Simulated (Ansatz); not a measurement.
A series of calculations on Si$_{17}$W$_{9}$ and related structures

**1. Relaxation**

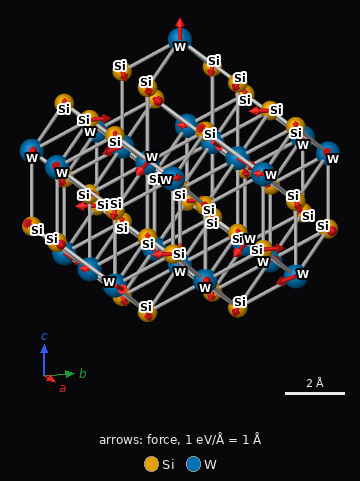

Starting geometry of a defect cell of composition Si17W9 with the computed forces as red arrows. The picture is a ball-and-stick view of the atoms within 5.8 Å of the atom that moves most (axes of the conventional cell (2 times the calculation's cell)), seen slightly off an axis. Lengths and directions refer to the drawn axes.

Case: Si vacancy, atoms relaxed.

Computed with DFT PBE, scalar-relativistic, plane waves, PAW in Ansatz.

The input:
```yaml
crystal:
  lattice:
    - [0.0, 0.0, -7.866827823]
    - [-4.8434929727, -4.8434929727, -3.9334139115]
    - [-4.8434929727, 4.8434929727, -3.9334139115]
  atoms:
    - { symbol: Si, position: [0.6654255944, 0.3333333333, 0.6666666667] }
    - { symbol: Si, position: [0.3320922611, 0.3333333333, 0.3333333333] }
    - { symbol: Si, position: [0.9987589278, 0.0, 0.3333333333] }
    - { symbol: Si, position: [0.6654255944, 0.0, 1.0] }
    - { symbol: Si, position: [0.3320922611, 0.0, 0.6666666667] }
    - { symbol: Si, position: [0.9987589278, 0.6666666667, 0.6666666667] }
    - { symbol: Si, position: [0.6654255944, 0.6666666667, 0.3333333333] }
    - { symbol: Si, position: [0.3320922611, 0.6666666667, 0.0] }
    - { symbol: Si, position: [0.0012410722, 0.6666666667, 1.0] }
    - { symbol: Si, position: [0.6679077389, 0.6666666667, 0.6666666667] }
    - { symbol: Si, position: [0.3345744056, 0.6666666667, 0.3333333333] }
    - { symbol: Si, position: [0.0012410722, 0.3333333333, 0.3333333333] }
    - { symbol: Si, position: [0.6679077389, 0.3333333333, 0.0] }
    - { symbol: Si, position: [0.3345744056, 0.3333333333, 0.6666666667] }
    - { symbol: Si, position: [0.0012410722, 1.0, 0.6666666667] }
    - { symbol: Si, position: [0.6679077389, 1.0, 0.3333333333] }
    - { symbol: Si, position: [0.3345744056, 1.0, 0.0] }
    - { symbol: W, position: [0.6666666667, 0.6666666667, 0.0] }
    - { symbol: W, position: [0.3333333333, 0.6666666667, 0.6666666667] }
    - { symbol: W, position: [0.0, 0.6666666667, 0.3333333333] }
    - { symbol: W, position: [0.6666666667, 0.3333333333, 0.3333333333] }
    - { symbol: W, position: [0.3333333333, 0.3333333333, 0.0] }
    - { symbol: W, position: [0.0, 0.3333333333, 0.6666666667] }
    - { symbol: W, position: [0.6666666667, 1.0, 0.6666666667] }
    - { symbol: W, position: [0.3333333333, 1.0, 0.3333333333] }
    - { symbol: W, position: [1.0, 1.0, 1.0] }
basis:
  ecutwfc: 420
kpoints:
  mp_grid: { grid: [4, 4, 4] }
hamiltonian:
  xc: pbe
scf:
  occupations: { method: gaussian, width: 0.1 }
output:
  forces: true
  stress: true
  eigenvalues: true
relax:
  adjacent_minimum: "off"
  f_tol: 0.02
  max_steps: 50
```

Run as
```bash
ansatz run input.yaml --threads 4 --pin off --max-ram 2560MiB --backend cpu --events-out ev --progress --plain --runs-dir out
```

What follows when this structure is relaxed?

It isn't relaxed: the largest force vector, on W atoms, is 0.86 eV/Å. The final displacements follow the starting forces only in part (cosine between the two patterns 0.84). Over 4 geometry steps the energy falls by 0.406 eV per cell of the calculation. Largest force component: 0.79 eV/Å at the start, 0.013 eV/Å at the end. The atom that moves furthest is Si13 (0.13 Å along +c). Largest moves by element: Si 0.13 Å, W 0.10 Å. The lattice vectors keep their values. Near-neighbour distances that change, for instance: W18–W21 3.229 → 3.326 Å, Si1–W23 2.632 → 2.580 Å, W18–W24 3.229 → 3.181 Å, Si1–W22 2.628 → 2.590 Å. Among the angles between lasting bonds that change: W18–Si13–W26 120.6° → 128.2°, W22–Si14–W23 119.7° → 126.6°, W18–Si13–W22 119.7° → 115.9°.

Limits of the set-up: the periodic images lie only 7.9 Å apart, so the values are limited by the cell's size.

**2. Relaxation**

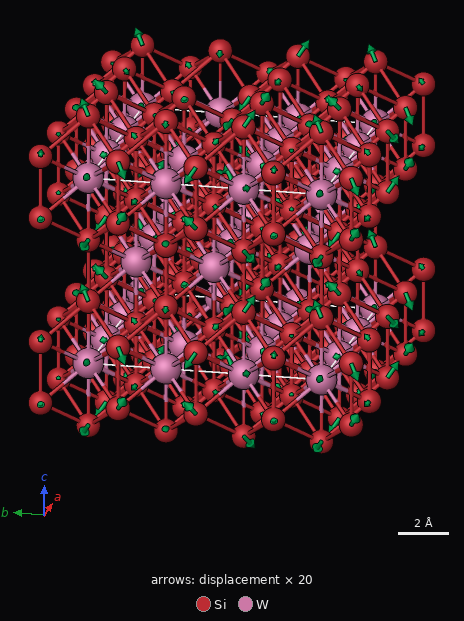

A relaxation of a defect cell of composition Si9W4. The starting structure is drawn; green arrows show the displacements, 20 times their true length.

Style: ball-and-stick. Shown: the conventional cell (2 times the calculation's cell), from a free direction. Lengths and directions refer to the drawn axes.

Case: W vacancy, atoms relaxed.

These are results of DFT PBE, scalar-relativistic, plane waves, PAW (Ansatz), not measurements. Settings: plane-wave cutoff 420 eV; k-point mesh 4 × 4 × 4; occupations gaussian; smearing width 0.1 eV; no spin polarisation; atoms relaxed in a fixed cell; force threshold 0.02 eV/Å; at most 50 steps.

Describe the change and its energy.

Answer. The largest moves, 0.043 Å, are those of Si atoms. By element the largest moves are Si 0.043 Å, W 0.017 Å. The cell doesn't change. Among the contacts that change: Si–Si 2.643 → 2.725 Å, Si–Si 2.603 → 2.538 Å, Si–W 2.632 → 2.664 Å, Si–Si 2.603 → 2.629 Å. The energy falls by 0.118 eV per cell of the calculation in 3 geometry steps. The largest force component goes from 0.43 to 0.0086 eV/Å. The run took 44 s on 4 threads of Intel(R) Xeon(R) Processor @ 2.30GHz (shared host), peak memory 1.5 GiB.

Limits of the set-up: the periodic images lie only 7.9 Å apart, so the values are limited by the cell's size.

**3. Vacancy jump**

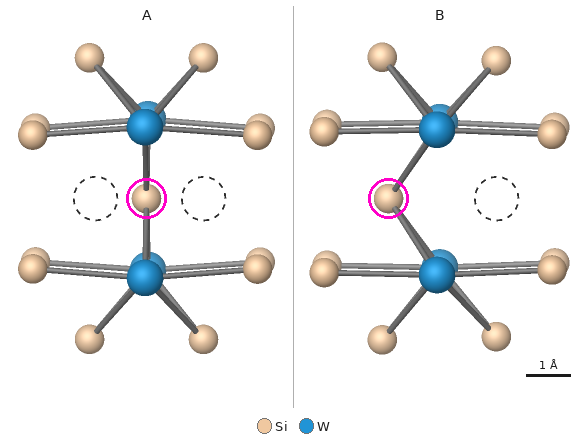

A vacancy jump of silicon in Si₂W (I4/mmm phase), in a neutral cell with 26 atoms, whose images lie 7.9 Å apart. One frame is the relaxed vacancy; in the other the neighbouring Si atom (ringed) was set half-way along its jump of 2.60 Å and all atoms were relaxed in the symmetry of that start. Dashed circles mark empty sites. The picture is a ball-and-stick view of the slice 3.8 Å thick through the jump, out to 3.7 Å from its middle, seen across the jump.

All numbers below come from Ansatz, DFT PBE, scalar-relativistic, plane waves, PAW. Settings: plane-wave cutoff 420 eV; k-point mesh 4 × 4 × 4; occupations gaussian; smearing width 0.1 eV; no spin polarisation; atoms relaxed in a fixed cell; force threshold 0.02 eV/Å.

Q: What does the half-way point cost?

A: Frame A is the half-way start after relaxation. It lies 1.14 eV above the relaxed vacancy. The atom stays half-way, on the straight line. The symmetry of the start was kept and can hold it there, so for a path with one hump at the middle this is the barrier or an upper bound to it. There it has 4 W as nearest neighbours, the closest at 2.44 Å. Both cells are metallic on the mesh.

Limits of the set-up: the periodic images lie only 7.9 Å apart, so the values are limited by the cell's size.

**4. Vacancy jump**

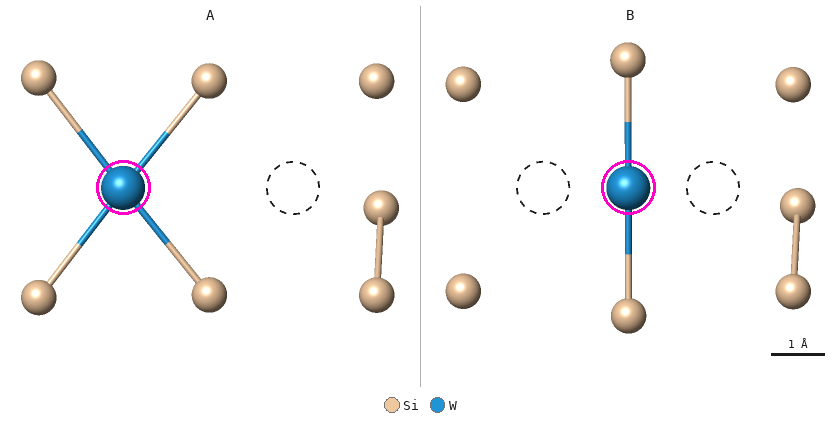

A vacancy jump of tungsten in Si$_{2}$W (I4/mmm phase), in a neutral cell with 26 atoms, whose images lie 7.9 Å apart. One frame is the relaxed vacancy; in the other the neighbouring W atom (ringed) was set half-way along its jump of 3.23 Å and all atoms were relaxed in the symmetry of that start. Dashed circles mark empty sites. The picture is a ball-and-stick view of the slice 3.8 Å thick through the jump, out to 4.4 Å from its middle, seen across the jump.

The calculation used DFT PBE, scalar-relativistic, plane waves, PAW in Ansatz 0.2.0. Settings: plane-wave cutoff 420 eV; k-point mesh 4 × 4 × 4; occupations gaussian; smearing width 0.1 eV; no spin polarisation; atoms relaxed in a fixed cell; force threshold 0.02 eV/Å.

Question: What does the half-way point cost?

Answer: Frame B is the half-way start after relaxation. It lies 5.89 eV above the relaxed vacancy. The atom stays half-way, on the straight line. The symmetry of the start was kept and can hold it there, so for a path with one hump at the middle this is the barrier or an upper bound to it. There it has 4 Si as nearest neighbours, the closest at 2.44 Å. Both cells are metallic on the mesh.

Limits of the set-up: the periodic images lie only 7.9 Å apart, so the values are limited by the cell's size.
